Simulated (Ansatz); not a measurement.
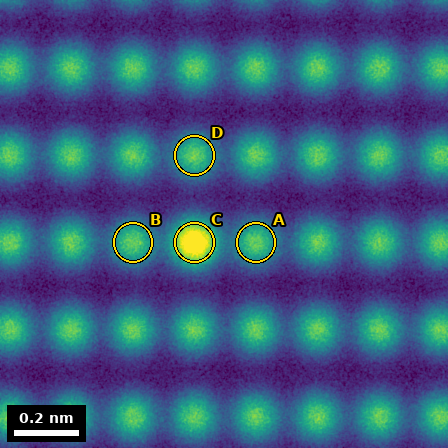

HAADF-like image of Al (Pm-3m, No. 221) along [110]. Simulation: incoherent imaging, intensity Z^1.6 per atom, probe width 1.08 Å, thin sample. The probe carries 15 % of its weight in a tail 2.5 times as wide. The display is stretched by a gamma of 0.65; percentages refer to the linear signal. Shot noise was added.

The sample is 3 repeats (11.5 Å) thick. One point defect was put into the perfect crystal, without relaxing the atoms around it. Brightness is counted from the darkest point of the image. Host structure: coordinates from a relaxation with DFT, PBE, plane waves (420 eV) with PAW, scalar-relativistic (Ansatz 0.2.0); the starting structure was generated, so it need not be a known form of this composition.

Which ringed column holds the defect, and does it scatter more or less than its equals?

C; it scatters more. The column holds 3 atoms (Al) through the sample, and one Al atom is replaced by Ga, so its peak rises to about 205 % of that of its equals.
